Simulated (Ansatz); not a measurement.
Input

```
crystal:
  lattice:
    - [2.8603189212, 0.0, 0.0]
    - [-1.4301594606, 2.4771088487, 0.0]
    - [0.0, 0.0, 6.753212973]
  atoms:
    - { symbol: Al, position: [0.0, 0.0, 0.207398852] }
    - { symbol: Al, position: [0.0, 0.0, 0.792601148] }
    - { symbol: O, position: [0.3333333333, 0.6666666667, 0.2931479054] }
    - { symbol: O, position: [0.6666666667, 0.3333333333, 0.0] }
    - { symbol: O, position: [0.3333333333, 0.6666666667, 0.7068520946] }
basis:
  ecutwfc: 520.0
kpoints:
  mp_grid: { grid: [9, 9, 4] }
hamiltonian:
  xc: lda
  dispersion: d3bj
scf:
  occupations: { method: gaussian, width: 0.05 }
output:
  forces: true
  stress: true
  eigenvalues: true
  write_density: true
  write_potential: true
  elf: true
  volumetric_format: npy
```

Run with:

```sh
ansatz run input.yaml --threads 1 --pin off --max-ram 2048MiB --backend cpu --events-out ev --progress --plain --runs-dir out
```

Below, planes, directions and counts refer to the conventional cell (a = 2.86 Å, b = 2.86 Å, c = 6.75 Å, α = 90.00°, β = 90.00°, γ = 120.00°).

Space group P-6m2; a structure from a database of computed crystals, not necessarily the ambient phase; changed on purpose from its base cell (shift of Al1 along [0 0 1], its symmetry partners moved alike: +0.075 A in the relaxed cell; c/a of the conventional cell at fixed volume 2.3610); not relaxed (largest force 1.8 eV/Å).

All numbers below come from DFT LDA+D3(BJ), scalar-relativistic, plane waves, PAW in Ansatz 0.2.0.

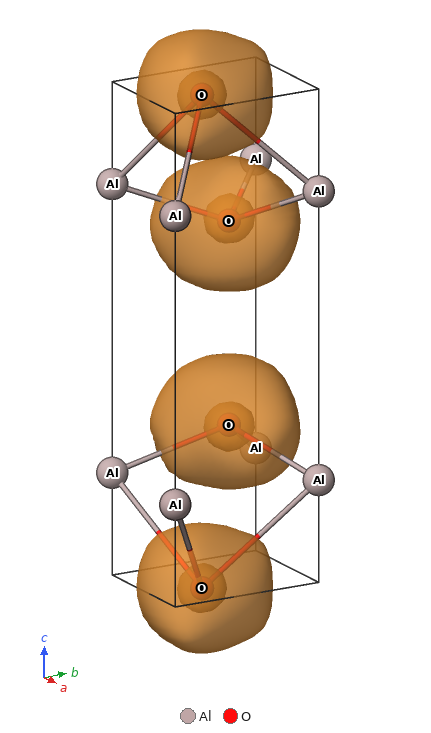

Al2O3. Isosurface of the ELF at 0.65 (orange), seen slightly off an axis. Core shells and regions of very low density are left out. Sticks mark near contacts.

In a PAW calculation such maps are meaningful between the atoms, not at the nuclei.

Question: Where are the electrons localised?

Answer: The ELF exceeds this value in two regions on O in which the atom's valence shell and bonds are merged and one region wrapped around O (its valence shell), counted in one cell of 5 atoms. Regions shared between cells count once.

Values along the shortest contacts:
Al–O (1.75 Å): the ELF peaks at about 0.85 in the valence shell of O, 0.7 Å from its nucleus, and is about 0.85 at the midpoint.

Question: Does the calculation make it a metal, or give it a gap?

Answer: It is gapped, with a Kohn–Sham gap of 4.6 eV on the k-point mesh (the band edges may lie off the mesh, which would make the gap smaller).
